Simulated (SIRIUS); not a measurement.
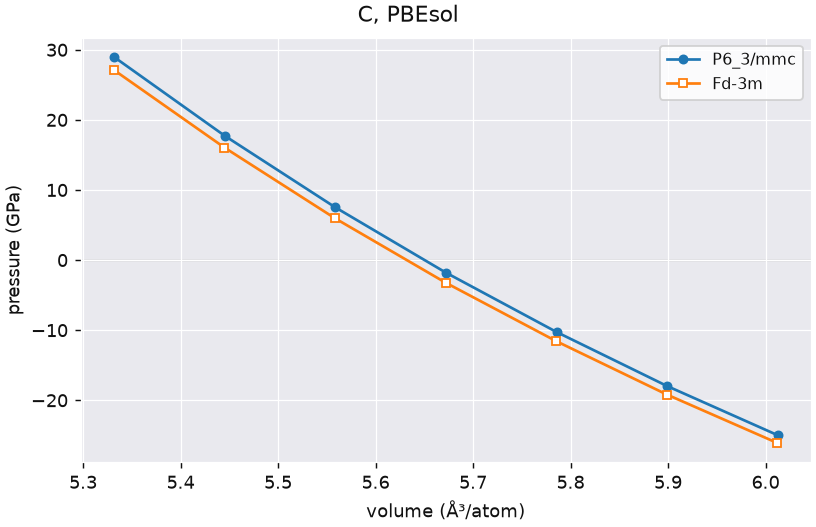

The figure shows the pressure against volume, with one curve for each structure, for C.

Computed with SIRIUS 7.12.0: plane-wave DFT, no spin polarisation; energies at scaled volumes of the given cell, shape and fractions fixed, counted from the fit's minimum, third-order Birch-Murnaghan fit. Level: PBEsol.

- occupations: Fermi–Dirac
- smearing width: 0.05 eV
- potentials: dojo sr pbesol 0.4.1 standard
- wave cutoff: 1127 eV
- density cutoff: 4507 eV

Settings that differ: P6_3/mmc: k mesh 12×12×7; Fd-3m: k mesh 13×13×13.

Question: Order the curves by fitted equilibrium volume, smallest first.

Answer: Fd-3m 5.633, P6_3/mmc 5.652 Å³/atom.

Question: For P6_3/mmc: how does the pressure vary with volume?

Answer: It falls from 28.97 GPa at volume 5.3318 Å³/atom to −24.98 GPa at 6.0124 Å³/atom, and changes sign near 5.65 Å³/atom.

Question: For Fd-3m: how does the pressure vary with volume?

Answer: It falls from 27.13 GPa at volume 5.3315 Å³/atom to −26.10 GPa at 6.0122 Å³/atom, and changes sign near 5.63 Å³/atom.

Note: shape and atomic fractions are frozen while scaling, which makes layered, chain and framework solids too stiff.
